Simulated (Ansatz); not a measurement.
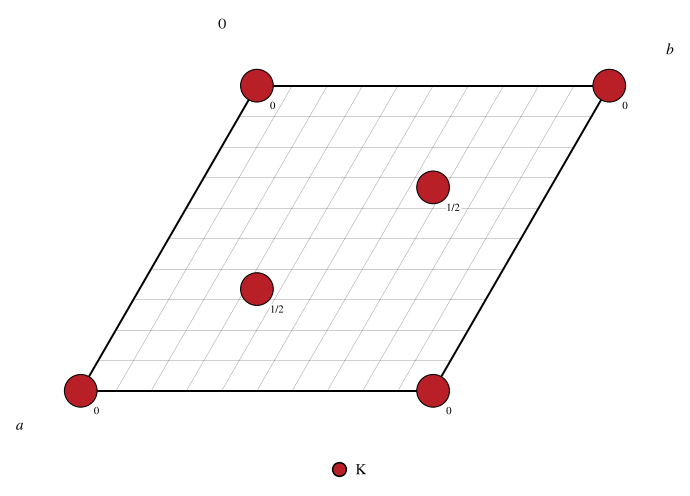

Plan of a unit cell projected along c (a down the page, b across); the numbers are heights as fractions of c, and atoms on the cell's edges are repeated. The grid marks tenths of a and b. Source: the input geometry of an electronic-structure calculation (not necessarily at equilibrium); the starting structure was generated, so it need not be a known form of this composition. The drawing is computed from the coordinates (standard cell, symmetry found to 0.002 Å).

a = 7.651 Å, b = 7.651 Å, c = 4.547 Å, α = 90.00°, β = 90.00°, γ = 120.00°.

**What does the cell contain?**

3 K: K, Z = 3.

**Give the fractional coordinates of all atoms, to two places.**

```tsv
atom	x	y	z
K	0.00	0.00	0.00
K	0.33	0.67	0.50
K	0.67	0.33	0.50
```
